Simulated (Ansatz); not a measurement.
Read the following structure.

```
CELL_PARAMETERS angstrom
3.01350 0.00000 0.00000
-1.50675 2.60976 0.00000
0.00000 0.00000 4.82922
ATOMIC_POSITIONS crystal
Al 0.66667 0.33333 0.49893
Al 0.33333 0.66667 0.99893
N 0.66667 0.33333 0.88107
N 0.33333 0.66667 0.38107
```

Question: Work out the structure from the coordinates.

Answer: Its composition is AlN. The structure has P6_3mc (No. 186) symmetry and a primitive hexagonal lattice. The structure is of the kind named wurtzite. Content of the cell: 2 Al, 2 N (Z = 2). The polyhedra are AlN4 tetrahedra; they share corners. Around each Al lie four N in a tetrahedral arrangement at 1.83 to 1.85 Å. The neighbours of N are four Al in a tetrahedral arrangement at 1.83 to 1.85 Å. The bonds build a three-dimensional framework.

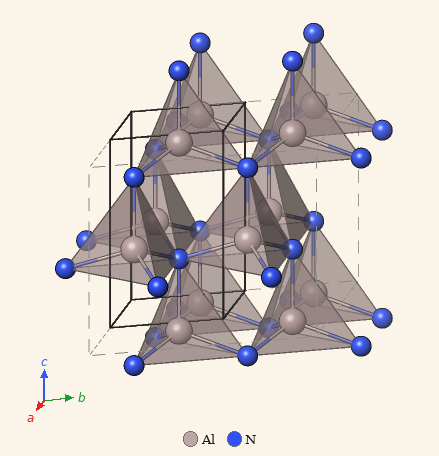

An orthographic polyhedral view of the structure, slightly off an axis. The picture spans 2×2×1 cells, one conventional unit cell being drawn with solid lines. Some atoms of the next cells are drawn as well. Colours: aluminium light grey, nitrogen blue.

The structure was taken from a structure listed in the Materials Project. The cell was then strained or its atoms displaced on purpose. The atoms were relaxed in a fixed cell with DFT r2SCAN, scalar-relativistic, plane waves, PAW (Ansatz 0.2.0).

At this level of theory the cell isn't at rest (compressed, at 23 GPa), so its distances can differ from those at equilibrium, the more so the softer the solid.
